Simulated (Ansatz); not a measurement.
**AlAs2: density, localisation and related maps**

```
CELL_PARAMETERS angstrom
3.97723 0.00000 0.00000
0.00000 3.97723 0.00000
0.00000 0.00000 3.96033
ATOMIC_POSITIONS crystal
Al 0.00000 0.00000 0.00000
As 0.50000 0.00000 0.43418
As 0.00000 0.50000 0.56582
```

Space group P-4m2; a structure generated by program, which may or may not match a known phase; computed without spin polarisation.

Computed with DFT PBE, scalar-relativistic, plane waves, PAW (Ansatz).

The density is the valence pseudo-density of a PAW calculation; it isn't the true density close to the nuclei.

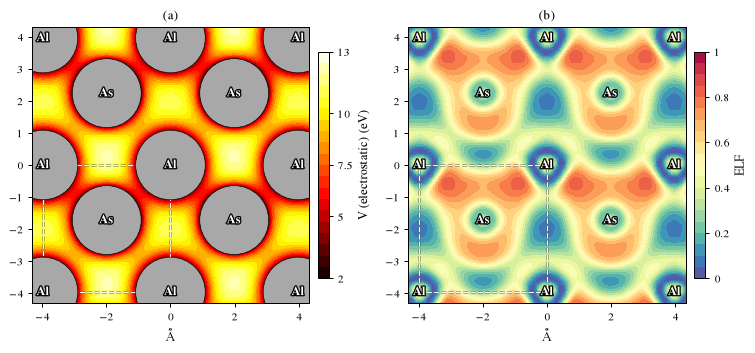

Figure 1. (a) electrostatic potential energy of an electron; (b) ELF on the (100) plane of the conventional cell. Grey discs cover the atomic cores in the potential map.

**Describe what can be read from this map.**

The plane passes through Al and As nuclei. Al–As (2.63 Å): the ELF peaks at about 0.80 between the atoms. Al–As (3.00 Å): the ELF is about 0.40 at the midpoint. Outside the cores the potential energy rises away from the atoms and is highest about 1.9 Å from the nearest atoms; its zero is arbitrary.

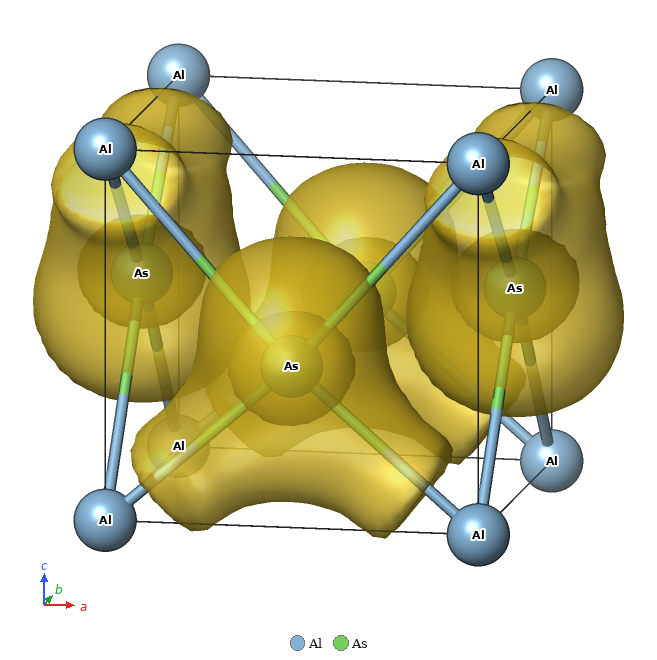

Figure 2. Isosurface of the ELF at 0.55 (yellow), seen slightly off an axis. Only the valence region is drawn (cores and ρ < 0.01 e/Å³ removed). Sticks mark near contacts.

**Identify the bonds, lone pairs and shells in this picture.**

The ELF exceeds this value in two regions on As in which the atom's valence shell and bonds are merged, counted in one cell of 3 atoms. Any copies at cell faces, edges or corners count once.

**Does the calculation make it a metal, or give it a gap?**

It is gapless in this calculation (a metal or semimetal).
